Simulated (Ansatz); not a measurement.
Input

```
crystal:
  lattice:
    - [5.487089387, 0.0, 0.0]
    - [0.0, 5.487089387, 0.0]
    - [0.0, 0.0, 26.7129398907]
  atoms:
    - { symbol: Sr, position: [0.5, 0.0, 0.2807628075] }
    - { symbol: Sr, position: [0.0, 0.5, 0.2807628075] }
    - { symbol: O, position: [0.0, 0.0, 0.2807628075] }
    - { symbol: O, position: [0.5, 0.5, 0.2807628075] }
    - { symbol: Ti, position: [0.5, 0.5, 0.3538418717] }
    - { symbol: Ti, position: [0.0, 0.0, 0.3538418717] }
    - { symbol: O, position: [0.7746454728, 0.7253545272, 0.3538418717] }
    - { symbol: O, position: [0.2746454728, 0.7746454728, 0.3538418717] }
    - { symbol: O, position: [0.2253545272, 0.2746454728, 0.3538418717] }
    - { symbol: O, position: [0.7253545272, 0.2253545272, 0.3538418717] }
    - { symbol: Sr, position: [0.0, 0.5, 0.4269209358] }
    - { symbol: Sr, position: [0.5, 0.0, 0.4269209358] }
    - { symbol: O, position: [0.5, 0.5, 0.4269209358] }
    - { symbol: O, position: [0.0, 0.0, 0.4269209358] }
    - { symbol: Ti, position: [0.0, 0.0, 0.5] }
    - { symbol: Ti, position: [0.5, 0.5, 0.5] }
    - { symbol: O, position: [0.2746454728, 0.2253545272, 0.5] }
    - { symbol: O, position: [0.7746454728, 0.2746454728, 0.5] }
    - { symbol: O, position: [0.7253545272, 0.7746454728, 0.5] }
    - { symbol: O, position: [0.2253545272, 0.7253545272, 0.5] }
    - { symbol: Sr, position: [0.5, 0.0, 0.5730790642] }
    - { symbol: Sr, position: [0.0, 0.5, 0.5730790642] }
    - { symbol: O, position: [0.0, 0.0, 0.5730790642] }
    - { symbol: O, position: [0.5, 0.5, 0.5730790642] }
    - { symbol: Ti, position: [0.5, 0.5, 0.6461581283] }
    - { symbol: Ti, position: [0.0, 0.0, 0.6461581283] }
    - { symbol: O, position: [0.7746454728, 0.7253545272, 0.6461581283] }
    - { symbol: O, position: [0.2746454728, 0.7746454728, 0.6461581283] }
    - { symbol: O, position: [0.2253545272, 0.2746454728, 0.6461581283] }
    - { symbol: O, position: [0.7253545272, 0.2253545272, 0.6461581283] }
    - { symbol: Sr, position: [0.0, 0.5, 0.7192371925] }
    - { symbol: Sr, position: [0.5, 0.0, 0.7192371925] }
    - { symbol: O, position: [0.5, 0.5, 0.7192371925] }
    - { symbol: O, position: [0.0, 0.0, 0.7192371925] }
basis:
  ecutwfc: 420
kpoints:
  mp_grid: { grid: [5, 5, 1] }
hamiltonian:
  xc: pbesol
scf:
  occupations: { method: gaussian, width: 0.05 }
output:
  forces: true
  eigenvalues: true
  write_density: true
  write_potential: true
  elf: true
  volumetric_format: npy
relax:
  adjacent_minimum: "off"
  f_tol: 0.02
  max_steps: 60
efield:
  axis: 3
  dipole_correction: true
  ramp_width: 0.04
```

Command:

```sh
ansatz run input.yaml --threads 4 --pin off --max-ram 10240MiB --backend cpu --events-out ev --progress --plain --runs-dir out
```

The fields are those of the relaxed geometry.

Computed without spin polarisation.

The calculation used Ansatz 0.2.0, DFT PBEsol, scalar-relativistic, plane waves, PAW.

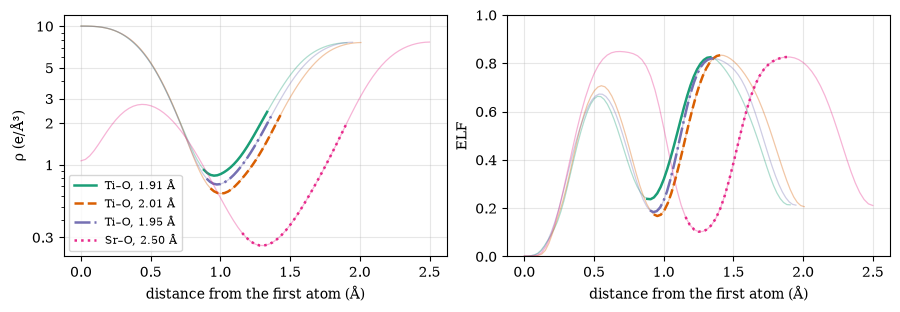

Sr4Ti3O10 (slab). Valence electron density and ELF along straight lines between neighbouring atoms. Thin, pale parts lie inside the atomic spheres.

The density is the valence pseudo-density of a PAW calculation; it isn't the true density close to the nuclei.

Compare the contacts.

Answer. Ti–O (1.91 Å): the density is about 0.84 e/Å³ at the midpoint; the ELF peaks at about 0.85 in the valence shell of O, 0.6 Å from its nucleus, and is about 0.25 at the midpoint; no shared electron pair shows on this line.
Ti–O (2.01 Å): ρ at the midpoint is about 0.62 e/Å³; the ELF peaks at about 0.85 in the valence shell of O, 0.6 Å from its nucleus, and is about 0.20 at the midpoint; no shared electron pair shows on this line.
Ti–O (1.95 Å): ρ at the midpoint is about 0.72 e/Å³; the ELF peaks at about 0.80 in the valence shell of O, 0.6 Å from its nucleus, and is about 0.20 at the midpoint (no shared electron pair shows on this line).
Sr–O (2.50 Å): ρ at the midpoint is about 0.27 e/Å³; the ELF is about 0.10 at the midpoint; a closed-shell, largely ionic contact.
